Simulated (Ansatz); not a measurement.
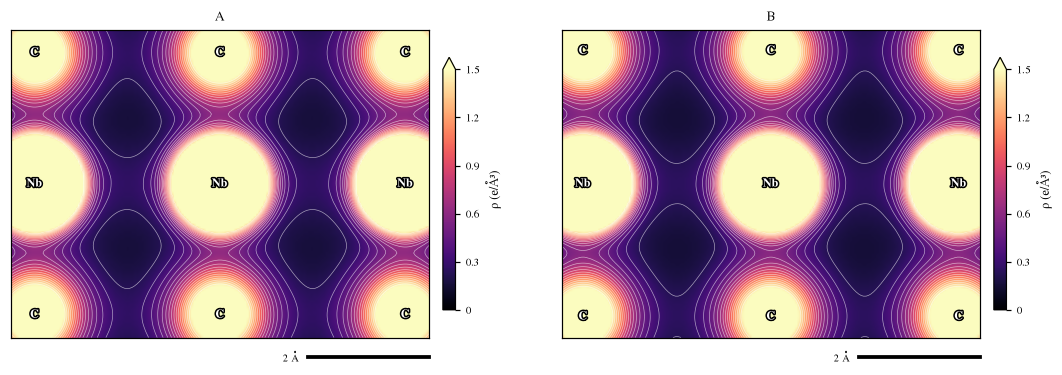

NbC. The valence charge density (pseudo) of two cells that differ in size, on the (011̄) plane of each (indices in the axes of the calculation cell), at one length scale and on one colour scale; one has 10.2 and the other 10.6 Å³ an atom.

Theory: DFT, PBEsol, PAW with Ansatz's default frozen-core files, scalar-relativistic in Ansatz.

The density is the valence pseudo-density of a PAW calculation; it isn't the true density close to the nuclei.

The larger cell:

```yaml
crystal:
  lattice:
    - [0.00000, 2.20000, 2.20000]
    - [2.20000, 0.00000, 2.20000]
    - [2.20000, 2.20000, 0.00000]
  atoms:
    - { symbol: Nb, position: [0.00000, 0.00000, 0.00000] }
    - { symbol: C, position: [0.50000, 0.50000, 0.50000] }
```

The smaller cell: a = 3.069 Å, b = 3.069 Å, c = 3.069 Å, α = 60.00°, β = 60.00°, γ = 60.00°.

### Which is the denser cell? Describe the effect of the change.

Panel A is the smaller cell, by 4 % in volume. From the larger cell to the smaller, Nb–C goes from 2.20 to 2.17 Å, and the density at its midpoint from 0.6 to 0.64 e/Å³; the pressure goes from 12 to 28 GPa.
